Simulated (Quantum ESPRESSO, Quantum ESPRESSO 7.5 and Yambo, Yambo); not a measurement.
**P (puckered monolayer): G0W0 with Yambo, start to end**

Aim: the G0W0 gap of P (puckered monolayer) on PBE, step by step.

Method: PBE and many-body steps on it, plane waves, in Quantum ESPRESSO 7.5 and Yambo 5.3.0.

**Experimental background.**

- Gap 1.75 ± 0.04 eV: optical gap, 1L, PL exciton peak; photoluminescence; 263 K; monolayer (mechanically exfoliated monolayer on 275 nm SiO2/Si, nitrogen flow) on SiO2/Si (“Optical Tuning of Exciton and Trion Emissions in Monolayer Phosphorene”, 2015, arxiv:1504.06386).

- Gap 1 eV: monolayer transport gap from transistor characteristics; field-effect transistor transfer characteristics; monolayer (quoted in “Exceptional and Anisotropic Transport Properties of Photocarriers in Black Phosphorus”, 2015, arxiv:1503.08525).

- Gap 2.2 eV: quasiparticle gap; monolayer (quoted in “Experimental evidence of monolayer arsenene: An exotic two-dimensional semiconducting material”, 2018, arxiv:1812.05978).

- Gap 2.102 ± 0.015 eV: optical gap, neutral exciton PL emission energy (mean over flakes); low-temperature micro-photoluminescence; monolayer (exfoliated flakes on Si with about 2 nm native oxide) on Si (“Excitons in atomically thin black phosphorus”, 2016, arxiv:1601.01110).

- Gap 1.991 ± 0.036 eV: optical gap, neutral exciton PL emission energy (mean over flakes); low-temperature micro-photoluminescence; monolayer (exfoliated flakes on Si with 300 nm SiO2) on SiO2/Si (“Excitons in atomically thin black phosphorus”, 2016, arxiv:1601.01110).

This is a selection; 2 further reports are not listed.

## (1) The structure

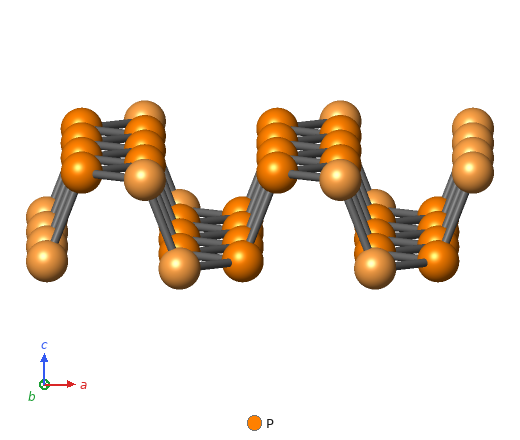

Start, viewed nearly edge on; phosphorus orange. 2×3×1 cells are drawn. Some periodic images of atoms are drawn too.

The cell holds 4 atoms: 4 P. Cell: a = 4.626 Å, b = 3.304 Å, c = 14.000 Å, α = 90.0°, β = 90.0°, γ = 90.0°. Vacuum lies along c.

Coordinates:

```cif
data_structure
_symmetry_space_group_name_H-M 'P 1'
_symmetry_Int_Tables_number 1
_cell_length_a 4.6262
_cell_length_b 3.3044
_cell_length_c 14.0000
_cell_angle_alpha 90.000
_cell_angle_beta 90.000
_cell_angle_gamma 90.000
_cell_volume 214.01
loop_
_atom_site_label
_atom_site_type_symbol
_atom_site_fract_x
_atom_site_fract_y
_atom_site_fract_z
_atom_site_occupancy
P1 P 0.08873 0.00000 0.57527 1
P2 P 0.41127 0.50000 0.57527 1
P3 P 0.58873 0.50000 0.42473 1
P4 P 0.91127 0.00000 0.42473 1
```

The structure was relaxed with PBE. The runs that relaxed it are not among those shown.

## (2) Ground state

This step: Quantum ESPRESSO 7.5; DFT, PBE, plane waves, norm-conserving pseudopotentials.

The ground-state density comes first.

The input, pw.in:

```
&control
  calculation = 'scf'
  prefix = 'x'
  outdir = 'o'
  pseudo_dir = 'pseudo'
/
&system
  ibrav = 0
  nat = 4
  ntyp = 1
  ecutwfc = 36.0
  nbnd = 16
  force_symmorphic = .true.
/
&electrons
  conv_thr = 1e-10
  electron_maxstep = 80
  mixing_beta = 0.5
/
ATOMIC_SPECIES
  P 30.974 P.upf
CELL_PARAMETERS angstrom
  4.6261974460 0.0000000000 0.0000000000
  0.0000000000 3.3043566150 0.0000000000
  0.0000000000 0.0000000000 14.0000000000
ATOMIC_POSITIONS crystal
  P 0.0887347685 0.0000000000 0.5752704305
  P 0.4112652315 0.5000000000 0.5752704305
  P 0.5887347685 0.5000000000 0.4247295489
  P 0.9112652315 0.0000000000 0.4247295489
K_POINTS automatic
  8 10 1 0 0 0
```

The run is started by

```sh
$ OMP_NUM_THREADS=1 mpirun -n 4 pw.x -nk 4 -in pw.in > pw.out
```

Output:

```text
Program PWSCF v.7.5 starts

     This program is part of the open-source Quantum ESPRESSO suite
     for quantum simulation of materials; please cite
         "P. Giannozzi et al., J. Phys.:Condens. Matter 21 395502 (2009);
         "P. Giannozzi et al., J. Phys.:Condens. Matter 29 465901 (2017);
         "P. Giannozzi et al., J. Chem. Phys. 152 154105 (2020);
     in publications or presentations arising from this work. More details at
     Message from routine setup:
     using ibrav=0 with symmetry is DISCOURAGED, use correct ibrav instead

     G-vector sticks info

     bravais-lattice index     =            0
     lattice parameter (alat)  =       8.7422  a.u.
     unit-cell volume          =    1444.2278 (a.u.)^3
     number of atoms/cell      =            4
     number of atomic types    =            1
     number of electrons       =        20.00
     number of Kohn-Sham states=           16
     kinetic-energy cutoff     =      36.0000  Ry
     charge density cutoff     =     144.0000  Ry
     scf convergence threshold =      1.0E-10
     mixing beta               =       0.5000
     number of iterations used =            8  plain     mixing
     Exchange-correlation= PBE
                           (   1   4   3   4   0   0   0)

     celldm(1)=   8.742246  celldm(2)=   0.000000  celldm(3)=   0.000000
     celldm(4)=   0.000000  celldm(5)=   0.000000  celldm(6)=   0.000000

     crystal axes: (cart. coord. in units of alat)
               a(1) = (   1.000000   0.000000   0.000000 )
               a(2) = (   0.000000   0.714271   0.000000 )
               a(3) = (   0.000000   0.000000   3.026244 )

     reciprocal axes: (cart. coord. in units 2 pi/alat)
               b(1) = (  1.000000  0.000000  0.000000 )
               b(2) = (  0.000000  1.400030  0.000000 )
               b(3) = (  0.000000  0.000000  0.330443 )
     Pseudo is Norm-conserving + core correction, Zval =  5.0
     Generated using ONCVPSP code by D. R. Hamann
     Using radial grid of 1298 points,  6 beta functions with:
     P                 5.00    30.97400     P ( 1.00)

      4 Sym. Ops., with inversion, found

   Cartesian axes

     site n.     atom                  positions (alat units)
         1        P      tau(   1) = (   0.0887348   0.0000000   1.7409084  )
         2        P      tau(   2) = (   0.4112652   0.3571353   1.7409084  )
         3        P      tau(   3) = (   0.5887348   0.3571353   1.2853350  )
         4        P      tau(   4) = (   0.9112652   0.0000000   1.2853350  )

     number of k points=    30
                       cart. coord. in units 2pi/alat
        k(    1) = (   0.0000000   0.0000000   0.0000000), wk =   0.0250000
        k(    2) = (   0.0000000   0.1400030   0.0000000), wk =   0.0500000
        k(    3) = (   0.0000000   0.2800059   0.0000000), wk =   0.0500000
        k(    4) = (   0.0000000   0.4200089   0.0000000), wk =   0.0500000
        k(    5) = (   0.0000000   0.5600119   0.0000000), wk =   0.0500000
        k(    6) = (   0.0000000  -0.7000149   0.0000000), wk =   0.0250000
        k(    7) = (   0.1250000   0.0000000   0.0000000), wk =   0.0500000
        k(    8) = (   0.1250000   0.1400030   0.0000000), wk =   0.1000000
        k(    9) = (   0.1250000   0.2800059   0.0000000), wk =   0.1000000
        k(   10) = (   0.1250000   0.4200089   0.0000000), wk =   0.1000000
     [... 18 further rows ...]
        k(   29) = (  -0.5000000   0.5600119   0.0000000), wk =   0.0500000
        k(   30) = (  -0.5000000  -0.7000149   0.0000000), wk =   0.0250000

     Dense  grid:    42135 G-vectors     FFT dimensions: (  36,  24, 108)

     Initial potential from superposition of free atoms

     starting charge      19.9994, renormalised to      20.0000
     Starting wfcs are   16 randomized atomic wfcs

     per-process dynamical memory:    41.1 Mb

     Self-consistent Calculation

     iteration #  1     ecut=    36.00 Ry     beta= 0.50

     Threshold (ethr) on eigenvalues was too large:
     Diagonalizing with lowered threshold

     total energy              =     -55.39356397 Ry
     estimated scf accuracy    <       0.06357798 Ry

     iteration #  2     ecut=    36.00 Ry     beta= 0.50

     total energy              =     -55.39341839 Ry
     estimated scf accuracy    <       0.01166586 Ry

     iteration #  3     ecut=    36.00 Ry     beta= 0.50

     total energy              =     -55.39401580 Ry
     estimated scf accuracy    <       0.00022986 Ry

     iteration #  4     ecut=    36.00 Ry     beta= 0.50

     total energy              =     -55.39410076 Ry
     estimated scf accuracy    <       0.00002385 Ry

     iteration #  5     ecut=    36.00 Ry     beta= 0.50

     total energy              =     -55.39410497 Ry
     estimated scf accuracy    <       0.00000174 Ry

     iteration #  6     ecut=    36.00 Ry     beta= 0.50

     total energy              =     -55.39410546 Ry
     estimated scf accuracy    <       0.00000011 Ry

     iteration #  7     ecut=    36.00 Ry     beta= 0.50

     total energy              =     -55.39410550 Ry
     estimated scf accuracy    <       0.00000001 Ry

     iteration #  8     ecut=    36.00 Ry     beta= 0.50

     total energy              =     -55.39410551 Ry
     estimated scf accuracy    <          9.1E-10 Ry

     iteration #  9     ecut=    36.00 Ry     beta= 0.50

     total energy              =     -55.39410551 Ry
     estimated scf accuracy    <          1.1E-10 Ry

     iteration # 10     ecut=    36.00 Ry     beta= 0.50

     End of self-consistent calculation

          k = 0.0000 0.0000 0.0000 (  5269 PWs)   bands (ev):

   -15.6597 -13.2024  -9.9027  -6.3700  -5.4472  -5.2017  -4.0393  -2.4623
    -2.3758  -0.7369   0.1698   0.9056   1.9176   2.5526   3.7424   3.7999

          k = 0.0000 0.1400 0.0000 (  5272 PWs)   bands (ev):

   -15.5413 -13.0786  -9.9508  -6.2807  -5.5551  -5.0975  -4.6849  -3.1095
    -2.3311  -0.7614   0.2803   1.8750   1.9306   2.8081   3.8746   3.9072

          k = 0.0000 0.2800 0.0000 (  5258 PWs)   bands (ev):

   -15.1885 -12.7083 -10.1960  -6.2133  -6.0295  -5.6800  -4.7938  -3.7857
    -2.2768  -0.9577   0.6019   0.8998   3.2597   3.3639   3.8852   4.2680

          k = 0.0000 0.4200 0.0000 (  5264 PWs)   bands (ev):

     [... further k-points ...]

     highest occupied, lowest unoccupied level (ev):    -0.7369    0.1698

!    total energy              =     -55.39410551 Ry
     estimated scf accuracy    <          9.0E-11 Ry

     The total energy is the sum of the following terms:
     one-electron contribution =    -191.94043645 Ry
     hartree contribution      =      99.78394649 Ry
     xc contribution           =     -16.31302319 Ry
     ewald contribution        =      53.07540763 Ry

     convergence has been achieved in  10 iterations

     XML data file, charge density, pseudopotentials, collected wavefunctions

=------------------------------------------------------------------------------=
   JOB DONE.
=------------------------------------------------------------------------------=
```

Run time: 14 s. Hardware: 4 MPI ranks of Arm Neoverse V1, shared host; peak memory 0.32 GiB.

This step gave:

```
total energy               : -753.6752 eV
gap                        : 0.9068 eV
k of the valence top       : 0, 0, 0
k of the conduction bottom : 0, 0, 0
least direct gap           : 0.9068 eV
```

The gap is direct, at Γ.

## (3) Bands along the symmetry lines

The cheap functional maps the bands first; the places of the edges decide which points the dearer methods must see.

The input, pw.in:

```
&control
  calculation = 'bands'
  prefix = 'x'
  outdir = 'o'
  pseudo_dir = 'pseudo'
/
&system
  ibrav = 0
  nat = 4
  ntyp = 1
  ecutwfc = 36.0
  nbnd = 16
  force_symmorphic = .true.
/
&electrons
  conv_thr = 1e-9
  electron_maxstep = 80
  diago_full_acc = .true.
  diago_thr_init = 5e-6
/
ATOMIC_SPECIES
  P 30.974 P.upf
CELL_PARAMETERS angstrom
  4.6261974460 0.0000000000 0.0000000000
  0.0000000000 3.3043566150 0.0000000000
  0.0000000000 0.0000000000 14.0000000000
ATOMIC_POSITIONS crystal
  P 0.0887347685 0.0000000000 0.5752704305
  P 0.4112652315 0.5000000000 0.5752704305
  P 0.5887347685 0.5000000000 0.4247295489
  P 0.9112652315 0.0000000000 0.4247295489
K_POINTS crystal
  33
  0.00000000 0.00000000 0.00000000 1
  0.06250000 0.00000000 0.00000000 1
  0.12500000 0.00000000 0.00000000 1
  0.18750000 0.00000000 0.00000000 1
  0.25000000 0.00000000 0.00000000 1
  0.31250000 0.00000000 0.00000000 1
  0.37500000 0.00000000 0.00000000 1
  0.43750000 0.00000000 0.00000000 1
  0.50000000 0.00000000 0.00000000 1
  0.50000000 0.06250000 0.00000000 1
  0.50000000 0.12500000 0.00000000 1
  0.50000000 0.18750000 0.00000000 1
  0.50000000 0.25000000 0.00000000 1
  0.50000000 0.31250000 0.00000000 1
  0.50000000 0.37500000 0.00000000 1
  0.50000000 0.43750000 0.00000000 1
  0.50000000 0.50000000 0.00000000 1
  0.43750000 0.50000000 0.00000000 1
  0.37500000 0.50000000 0.00000000 1
  0.31250000 0.50000000 0.00000000 1
  0.25000000 0.50000000 0.00000000 1
  0.18750000 0.50000000 0.00000000 1
  0.12500000 0.50000000 0.00000000 1
  0.06250000 0.50000000 0.00000000 1
  0.00000000 0.50000000 0.00000000 1
  0.00000000 0.43750000 0.00000000 1
  0.00000000 0.37500000 0.00000000 1
  0.00000000 0.31250000 0.00000000 1
  0.00000000 0.25000000 0.00000000 1
  0.00000000 0.18750000 0.00000000 1
  0.00000000 0.12500000 0.00000000 1
  0.00000000 0.06250000 0.00000000 1
  0.00000000 0.00000000 0.00000000 1
```

Output:

```text
[banner, memory and clock lines left out]
Program PWSCF v.7.5 starts

     Atomic positions and unit cell read from directory:
     o/x.save/

     Message from routine setup:
     using ibrav=0 with symmetry is DISCOURAGED, use correct ibrav instead

     G-vector sticks info

     bravais-lattice index     =            0
     lattice parameter (alat)  =       8.7422  a.u.
     unit-cell volume          =    1444.2278 (a.u.)^3
     number of atoms/cell      =            4
     number of atomic types    =            1
     number of electrons       =        20.00
     number of Kohn-Sham states=           16
     kinetic-energy cutoff     =      36.0000  Ry
     charge density cutoff     =     144.0000  Ry
     Exchange-correlation= PBE
                           (   1   4   3   4   0   0   0)

     celldm(1)=   8.742246  celldm(2)=   0.000000  celldm(3)=   0.000000
     celldm(4)=   0.000000  celldm(5)=   0.000000  celldm(6)=   0.000000

     crystal axes: (cart. coord. in units of alat)
               a(1) = (   1.000000   0.000000   0.000000 )
               a(2) = (   0.000000   0.714271   0.000000 )
               a(3) = (   0.000000   0.000000   3.026244 )

     reciprocal axes: (cart. coord. in units 2 pi/alat)
               b(1) = (  1.000000  0.000000  0.000000 )
               b(2) = (  0.000000  1.400030  0.000000 )
               b(3) = (  0.000000  0.000000  0.330443 )
     Pseudo is Norm-conserving + core correction, Zval =  5.0
     Generated using ONCVPSP code by D. R. Hamann
     Using radial grid of 1298 points,  6 beta functions with:
     P                 5.00    30.97400     P ( 1.00)

      4 Sym. Ops., with inversion, found

   Cartesian axes

     site n.     atom                  positions (alat units)
         1        P      tau(   1) = (   0.0887348   0.0000000   1.7409084  )
         2        P      tau(   2) = (   0.4112652   0.3571353   1.7409084  )
         3        P      tau(   3) = (   0.5887348   0.3571353   1.2853350  )
         4        P      tau(   4) = (   0.9112652   0.0000000   1.2853350  )

     number of k points=    33
                       cart. coord. in units 2pi/alat
        k(    1) = (   0.0000000   0.0000000   0.0000000), wk =   0.0606061
        k(    2) = (   0.0625000   0.0000000   0.0000000), wk =   0.0606061
        k(    3) = (   0.1250000   0.0000000   0.0000000), wk =   0.0606061
[...]
[... 21 further rows ...]
        k(   32) = (   0.0000000   0.0875019   0.0000000), wk =   0.0606061
        k(   33) = (   0.0000000   0.0000000   0.0000000), wk =   0.0606061

     Dense  grid:    42135 G-vectors     FFT dimensions: (  36,  24, 108)

     The potential is recalculated from file :
     o/x.save/charge-density

     Starting wfcs are   16 randomized atomic wfcs

     Band Structure Calculation

     End of band structure calculation

          k = 0.0000 0.0000 0.0000 (  5269 PWs)   bands (ev):

   -15.6596 -13.2024  -9.9026  -6.3699  -5.4471  -5.2016  -4.0393  -2.4622
    -2.3758  -0.7369   0.1699   0.9057   1.9177   2.5527   3.7423   3.8000

          k = 0.0625 0.0000 0.0000 (  5249 PWs)   bands (ev):

   -15.6408 -13.2290  -9.9092  -6.5134  -5.3559  -5.1209  -4.0247  -2.4756
[...]
k = 0.1250 0.0000 0.0000 (  5241 PWs)   bands (ev):

[...]
k = 0.0000 0.0875 0.0000 (  5252 PWs)   bands (ev):

[...]
k = 0.0000 0.0000 0.0000 (  5269 PWs)   bands (ev):

   -15.6596 -13.2024  -9.9026  -6.3699  -5.4471  -5.2016  -4.0393  -2.4622
    -2.3758  -0.7369   0.1699   0.9057   1.9177   2.5527   3.7424   3.8000

     XML data file, pseudopotentials, collected wavefunctions
```

The job ended after 6 s (4 MPI ranks; peak memory 0.25 GiB; 24 s of CPU time).

Numbers from this step:

| Quantity | Value |
| --- | --- |
| gap | 0.9068 eV |
| k of the valence top | 0, 0, 0 |
| k of the conduction bottom | 0, 0, 0 |
| least direct gap | 0.9068 eV |

The gap is 0.907 eV, as in the run before at this level.

Electronic bands along the path, in eV, zero at the top of the highest filled band:

```
point  band 7  band 8  band 9  band 10  band 11  band 12  band 13  band 14
    Γ   -3.30   -1.73   -1.64     0.00     0.91     1.64     2.65     3.29
    X   -2.51   -2.51   -1.26    -1.26     2.08     2.08     3.63     3.63
    S   -4.55   -4.55   -1.10    -1.10     2.39     2.39     3.81     3.81
    Y   -2.69   -2.69   -1.93    -1.93     1.23     1.23     2.17     2.17
    Γ   -3.30   -1.73   -1.64     0.00     0.91     1.64     2.65     3.29
```

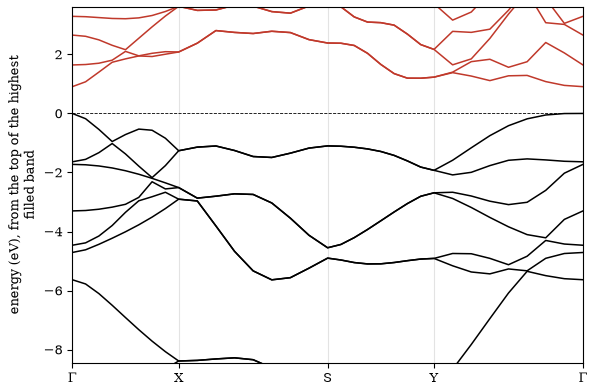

Electronic bands along the path; lines of filled and empty bands in two colours.

[end of part 1 of 3]

[Paths, hosts, dates, memory and timing lines, banners, echoed tables and standing remarks are left out of the program output.]

[Logs are printed without paths, hosts, clocks, repeated set-up lines and the standing remarks that a program may print on its own settings, such as how far it seeks lower states.]

[Runs of the session that timed out or met a known fault of the program may be left out.]

[Hosts, paths, dates, database ids (printed as entryN), source tags and the programs' standing remarks are cut or masked in the printed files.]
